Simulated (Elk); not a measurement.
# Collinear magnetic orders of CsV2S2O with Elk, part 2 of 2

A self-consistent run ends on one state, which hangs on the start. Several orders of CsV2S2O are started in Elk and their energies compared.

Elk 11.2.3 (patched build); LDA (Perdew-Wang) with U = 4.10 eV, J = 0.90 eV on V d; all-electron APW+lo, Dirac cores, scalar-relativistic bands.

So far. Step 2 (Run 1 (ferro ++)): After 53 cycles the largest moment stands at 2.01 μB.

### 3. Order 2, typed as antiferro +-

Reversing part of the moments tests the sign of the couplings between them.

Contents of elk.in:

```
tasks
  0

xctype
  3

rgkmax
  5.5

nempty
  12

swidth
  0.008

reducebf
  0.6

epsengy
  1e-05

maxscl
  100

lmaxi
  2

spinpol
  .true.

sppath
  './'

avec
  7.75114255771 0.00000000000 0.00000000000
  0.00000000000 7.75114255771 0.00000000000
  0.00000000000 0.00000000000 14.34549871686

atoms
  4
  'Cs.in'
  1
  0.0000000000 0.0000000000 0.5000000000   0.000000 0.000000 0.000000
  'V.in'
  2
  0.0000000000 0.5000000000 0.0000000000   0.000000 0.000000 -0.300000
  0.5000000000 0.0000000000 0.0000000000   0.000000 0.000000 0.300000
  'S.in'
  2
  0.5000000000 0.5000000000 0.7881550000   0.000000 0.000000 0.000000
  0.5000000000 0.5000000000 0.2118450000   0.000000 0.000000 0.000000
  'O.in'
  1
  0.0000000000 0.0000000000 0.0000000000   0.000000 0.000000 0.000000

ngridk
  4 4 2

dft+u
  1 1
  2 2 0.150672 0.033074
```

The run is started by

```console
$ OMP_NUM_THREADS=4 elk
```

Numbers of over 12 decimals in the logs are rounded to 6 here.

The log of the run:

```text
Warning(gndstate): forces or DFT+U at lmaxo under 8 : 6
  [figures from our tests cut]: type lmaxo 8 and lmaxapw 10

--- INFO.OUT ---
┌─────────────────────────┐
│ Elk code version 11.2.3 │
└─────────────────────────┘

All units are atomic (Hartree, Bohr, etc.)

┌─────────────────────────────────────────────────┐
│ Ground-state run starting from atomic densities │
└─────────────────────────────────────────────────┘

Lattice vectors :
   7.751142558       0.000000000       0.000000000
   0.000000000       7.751142558       0.000000000
   0.000000000       0.000000000       14.34549872

Species : 1 (Cs)
 parameters loaded from : Cs.in
 name : caesium
 nuclear charge    :   -55.00000000
 electronic charge :    55.00000000
 atomic mass :    242271.8146
 muffin-tin radius :    2.800000000
 number of radial points in muffin-tin :    697
 inner part over the whole radius :   0.9860525787E-02
 number on inner part of muffin-tin    :    498
 approximate nuclear radius :   0.9115647269E-04
 number of mesh points to nuclear radius :    252
 atomic positions (lattice), magnetic fields (Cartesian) :
  1 :   0.00000000  0.00000000  0.00000000    0.00000000  0.00000000  0.00000000

Species : 2 (V)
 parameters loaded from : V.in
 name : vanadium
 nuclear charge    :   -23.00000000
 electronic charge :    23.00000000
 atomic mass :    92860.67382
 muffin-tin radius :    2.186040731
 number of radial points in muffin-tin :    497
 inner part over the whole radius :   0.9885309983E-02
 number on inner part of muffin-tin    :    349
 approximate nuclear radius :   0.6897515165E-04
 number of mesh points to nuclear radius :    165
 atomic positions (lattice), magnetic fields (Cartesian) :
  1 :   0.00000000  0.50000000  0.50000000    0.00000000  0.00000000 -0.30000000
  2 :   0.50000000  0.00000000  0.50000000    0.00000000  0.00000000  0.30000000

Species : 3 (S)
 parameters loaded from : S.in
 name : sulphur
 nuclear charge    :   -16.00000000
 electronic charge :    16.00000000
 atomic mass :    58450.91931
 muffin-tin radius :    2.200000000
 number of radial points in muffin-tin :    397
 inner part over the whole radius :   0.9701357800E-02
 number on inner part of muffin-tin    :    277
 approximate nuclear radius :   0.6195814986E-04
 number of mesh points to nuclear radius :    126
 atomic positions (lattice), magnetic fields (Cartesian) :
  1 :   0.50000000  0.50000000  0.28815500    0.00000000  0.00000000  0.00000000
  2 :   0.50000000  0.50000000 -0.28815500    0.00000000  0.00000000  0.00000000

Species : 4 (O)
 parameters loaded from : O.in
 name : oxygen
 nuclear charge    :   -8.000000000
 electronic charge :    8.000000000
 atomic mass :    29165.12205
 muffin-tin radius :    1.639530548
 number of radial points in muffin-tin :    297
 inner part over the whole radius :   0.9519365501E-02
 number on inner part of muffin-tin    :    203
 approximate nuclear radius :   0.5115538663E-04
 number of mesh points to nuclear radius :     87
 atomic positions (lattice), magnetic fields (Cartesian) :
  1 :   0.00000000  0.00000000  0.50000000    0.00000000  0.00000000  0.00000000

Total number of atoms per unit cell :    6
Total muffin-tin volume :    287.1346433
 ratio of muffin-tin to unit cell volume :   0.3331489848

Spin treatment :
 spin-polarised
 global magnetic field (Cartesian) :    0.000000000       0.000000000       0.000000000
 collinear magnetisation in z-direction

Number of Bravais lattice symmetries :   16
Number of crystal symmetries         :   16
Crystal has inversion symmetry
Real symmetric eigensolver will be used

k-point grid :      4     4     2
k-point offset :    0.000000000       0.000000000       0.000000000
k-point set is reduced with full crystal symmetry group
Total number of k-points :       12

Muffin-tin radius times maximum |G+k| :    5.500000000
 using average radius
Maximum |G+k| for APW functions       :    2.497802689
Maximum (1/2)|G+k|²                   :    3.119509136
Maximum |G| for potential and density :    12.00000000
Constant for pseudocharge density :    8
 order of it for each species :   15  15  15  15
 order of it for pair densities of each species (exact exchange by exxq0 0: 15) :   10   4   4   3
Radial integration step length :    1

G-vector grid sizes :     30    30    56
Number of G-vectors :    25047

Maximum angular momentum used for
 APW functions            :    8
 outer part of muffin-tin :    6
 inner part of muffin-tin :    2

Number of empty states         :     72
Total number of valence states :    208
Total number of core states    :     78

Third-order local-orbitals added for an l without core states : T
Total number of local-orbitals :     72

Exchange-correlation functional :      3     0     0
 Perdew-Wang/Ceperley-Alder, Phys. Rev. B 45, 13244 (1992)
 gradient requirement :    0
 local density approximation (LDA)

DFT+U calculation
 fully localised limit (FLL)
 see Phys. Rev. B 52, R5467 (1995)
 species : 2 (V), l = 2, U =   0.15067200, J =   0.03307400

Smearing type :    3
 Fermi-Dirac
Smearing width :   0.8000000000E-02
Effective electronic temperature (K) :    2526.200198

Mixing type :    3
 Broyden mixing, J. Phys. A: Math. Gen. 17, L317 (1984)

Kohn-Sham potential initialised from atomic data

┌──────────────────────────────┐
│ Self-consistent loop started │
└──────────────────────────────┘

┌─────────────────┐
│ Loop number : 1 │
└─────────────────┘

Energies :
 Fermi                       :     0.95983816343573E-01
 sum of occupied eigenvalues :     -6379.3971715357
 electron kinetic            :      11070.154259638
 core electron kinetic       :      10621.532773539
 Coulomb                     :     -21290.735186787
 Coulomb potential           :     -17005.290661387
 nuclear-nuclear             :     -1079.4411310379
 electron-nuclear            :     -23439.560485785
 Hartree                     :      3228.2664300359
 Madelung                    :     -12788.089856093
 xc potential                :     -444.12495341263
 xc effective B-field        :    -0.114161
 external B-field            :      0.000000
 exchange                    :     -318.23533959833
 correlation                 :     -12.169457817402
 DFT+U                       :     0.131821
 electron entropic           :    -0.20425387958979E-01
 total energy                :     -10550.874329014
 (external B-field energy excluded from total)

Density of states at Fermi energy :    93.37368685
 (states/Hartree/unit cell)

Estimated indirect band gap :   0.5869725953E-02
 from k-point 10 to k-point 8
Estimated direct band gap   :   0.1408639786E-01
 at k-point 1

Charges :
 core                        :    78.00000000
 valence                     :    63.00000000
 interstitial                :    9.761482891
 muffin-tins (core leakage)
  species : 1 (Cs)
   atom 1                    :    52.89898631     (  0.9041447122E-05)
  species : 2 (V)
   atom 1                    :    20.79409606     ( -0.3471371771E-05)
   atom 2                    :    20.79409606     ( -0.3471371771E-05)
  species : 3 (S)
   atom 1                    :    14.57971354     (  0.6413880072E-04)
   atom 2                    :    14.57971354     (  0.6413880072E-04)
  species : 4 (O)
   atom 1                    :    7.591911607     ( -0.4336312403E-05)
 total in muffin-tins        :    131.2385171
 total calculated charge     :    140.9999764
 total charge                :    141.0000000
 error                       :   0.2360078250E-04

Moments :
 interstitial                :  -0.4095968742E-16
 muffin-tins
  species : 1 (Cs)
   atom 1                    :  -0.6842455254E-21
  species : 2 (V)
   atom 1                    :    1.645771652
   atom 2                    :   -1.645771652
  species : 3 (S)
   atom 1                    :  -0.9853671597E-19
   atom 2                    :  -0.9853671597E-19
  species : 4 (O)
   atom 1                    :   0.6393162105E-20
 total in muffin-tins        :  -0.1906802698E-18
 total moment                :  -0.4115036769E-16

[... earlier loops left out ...]

┌──────────────────┐
│ Loop number : 35 │
└──────────────────┘

Energies :
 Fermi                       :     0.195760
 sum of occupied eigenvalues :     -6368.3898040558
 electron kinetic            :      11073.568048628
 core electron kinetic       :      10622.152734451
 Coulomb                     :     -21292.978826141
 Coulomb potential           :     -17004.206281477
 nuclear-nuclear             :     -1079.4411310379
 electron-nuclear            :     -23445.071489697
 Hartree                     :      3231.5337945946
 Madelung                    :     -12790.875685402
 xc potential                :     -437.57464256689
 xc effective B-field        :    -0.176929
 external B-field            :      0.000000
 exchange                    :     -318.28689642116
 correlation                 :     -12.159756136323
 DFT+U                       :     0.190428
 electron entropic           :    -0.89664892793709E-02
 total energy                :     -10549.675968429
 (external B-field energy excluded from total)

Density of states at Fermi energy :    43.91620599
 (states/Hartree/unit cell)

Estimated indirect band gap :   0.1598870474E-02
 from k-point 10 to k-point 8
Estimated direct band gap   :   0.2024114768E-01
 at k-point 8

Charges :
 core                        :    78.00000000
 valence                     :    63.00000000
 interstitial                :    9.951140575
 muffin-tins (core leakage)
  species : 1 (Cs)
   atom 1                    :    53.00556012     (  0.8730344305E-05)
  species : 2 (V)
   atom 1                    :    20.93400025     ( -0.3471406881E-05)
   atom 2                    :    20.93400025     ( -0.3471406881E-05)
  species : 3 (S)
   atom 1                    :    14.50902363     (  0.6342209721E-04)
   atom 2                    :    14.50902363     (  0.6342209721E-04)
  species : 4 (O)
   atom 1                    :    7.157251539     ( -0.4335672628E-05)
 total in muffin-tins        :    131.0488594
 total calculated charge     :    140.9999912
 total charge                :    141.0000000
 error                       :   0.8776520275E-05

Moments :
 interstitial                :   0.6757224293E-17
 muffin-tins
  species : 1 (Cs)
   atom 1                    :   0.4791402803E-20
  species : 2 (V)
   atom 1                    :    1.992147507
   atom 2                    :   -1.992147507
  species : 3 (S)
   atom 1                    :  -0.7458277933E-20
   atom 2                    :  -0.7458277933E-20
  species : 4 (O)
   atom 1                    :   0.3258273141E-19
 total in muffin-tins        :   0.1766617554E-19
 total moment                :   0.6774890469E-17

┌──────────────────────────────┐
│ Self-consistent loop stopped │
└──────────────────────────────┘

Warning : forces or DFT+U at lmaxo under 8 : 6

Wrote STATE.OUT
```

It took 2 min on 4 threads of Arm Neoverse V1, shared host; peak memory 0.41 GiB.

Spin moment in the muffin-tin sphere by atom:

```tsv
atom	spin moment in the muffin-tin sphere (μB)
Cs1	0.00
V2	1.99
V3	-1.99
S4	0.00
S5	0.00
O6	0.00
```

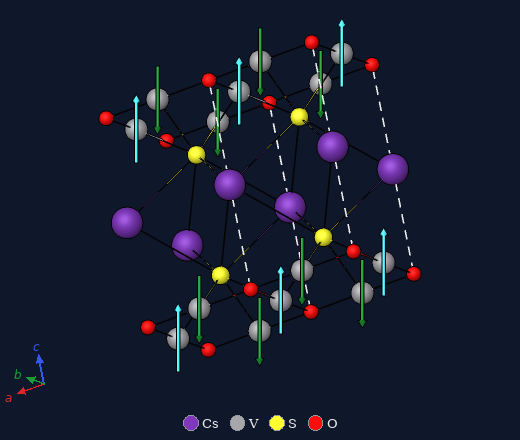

Spin moment in the muffin-tin sphere as arrows, the longest 1.99 μB. Up and down stand for the sign. Arrows give size and sign along the axis of quantisation, drawn up and down the page. The two directions have two colours. 2×1×1 cells are drawn. Some periodic images of atoms are drawn too.

This step gave:

```yaml
density_of_states_at_the_fermi_level: 1.614 states/eV/cell
moment_between_the_spheres: 0 μB
magnetization: 0 μB
final_state: antiferromagnetic
```

It lies 169 meV a seeded atom under the first start, and its largest moment is 1.99 μB against 2.01 μB.

### 4. Order 3, typed as no spin polarisation

This run holds no moments, which gives a state to set the others against.

Edit elk.in of step 3 so:

```diff
@@ -15,5 +15,2 @@
 
-reducebf
-  0.6
-
 epsengy
@@ -26,5 +23,2 @@
   2
-
-spinpol
-  .true.
 
@@ -45,4 +39,4 @@
   2
-  0.0000000000 0.5000000000 0.0000000000   0.000000 0.000000 -0.300000
-  0.5000000000 0.0000000000 0.0000000000   0.000000 0.000000 0.300000
+  0.0000000000 0.5000000000 0.0000000000   0.000000 0.000000 0.000000
+  0.5000000000 0.0000000000 0.0000000000   0.000000 0.000000 0.000000
   'S.in'
```

The run is started by

```console
$ OMP_NUM_THREADS=4 elk
```

The log of the run:

```text
Warning(gndstate): forces or DFT+U at lmaxo under 8 : 6
  [figures from our tests cut]: type lmaxo 8 and lmaxapw 10

--- INFO.OUT ---
┌─────────────────────────┐
│ Elk code version 11.2.3 │
└─────────────────────────┘

All units are atomic (Hartree, Bohr, etc.)

┌─────────────────────────────────────────────────┐
│ Ground-state run starting from atomic densities │
└─────────────────────────────────────────────────┘

Lattice vectors :
   7.751142558       0.000000000       0.000000000
   0.000000000       7.751142558       0.000000000
[...]
species : 3 (S)
   atom 1                    :    14.47406475     (  0.6295388724E-04)
   atom 2                    :    14.47406475     (  0.6295388724E-04)
  species : 4 (O)
   atom 1                    :    7.135977901     ( -0.4335904743E-05)
 total in muffin-tins        :    130.8643179
 total calculated charge     :    140.9999448
 total charge                :    141.0000000
 error                       :   0.5518701741E-04

┌──────────────────────────────┐
│ Self-consistent loop stopped │
└──────────────────────────────┘

Warning : forces or DFT+U at lmaxo under 8 : 6

Wrote STATE.OUT

[key lines of the parts left out:]
total energy                :     -10549.598164581
```

Wall time 37 s (4 threads); peak memory 0.25 GiB; 2.2 min of CPU time.

Numbers from this step:

| Property | Result |
| --- | --- |
| density of states at the Fermi level | 4.749 states/eV/cell |
| final state | non-magnetic (no spin polarisation) |

It lies 889 meV a seeded atom over the first start.

### 5. Energies of the orders

These are free energies at a smearing of 0.218 eV, so its entropy term is in the differences. They are divided by the number of seeded atoms, so that cells of unlike size compare.

Orders:

```tsv
start	final state	typed order kept	energy over the lowest (meV a seeded atom)	largest sphere moment (μB)	net moment (μB a primitive cell)	DOS at the Fermi level (states/eV a primitive cell)	mesh matched	CPU time (s)
ferro ++	ferromagnetic	yes	169.4	2.011	4.835	1.641	yes	652.5
antiferro +-	antiferromagnetic	yes	0	1.992	0	1.614	yes	420.9
no spin polarisation	non-magnetic	-	1059	0	0	4.749	yes	132
```

### 6. Summary of results

```json
{"lowest state found": "antiferromagnetic (typed antiferro +-)", "largest site moment": "1.99 μB", "next state": "ferromagnetic, 169 meV a seeded atom higher", "run without spin seeds, over the lowest": "1059 meV a seeded atom"}
```

The lowest state found is antiferromagnetic, reached from the start antiferro +-, with moments up to 1.99 μB. The next state costs 169 meV a seeded atom. Under a U a spinless open shell is left with part-filled orbitals, which the U penalises, so its energy is no clean measure of what the moments gain. This is the lowest of 3 finished starts, no proof of the ground state. Under a U a part-filled d shell can order its orbitals; no such lower state was searched for, and the cell's symmetry can forbid it.

[Logs and program files are shortened in this print: banners, set-up blocks, solver, clock and traceback lines can be left out without a mark of their own.]

[Logs are printed without paths, hosts, clocks, repeated set-up lines and the standing remarks that a program may print on its own settings, such as how far it seeks lower states.]

[Hosts, paths, dates, database ids (printed as entryN), source tags and the programs' standing remarks are cut or masked in the printed files.]

[Where a cell is said to come from a database of computed structures, the database is the Materials Project.]
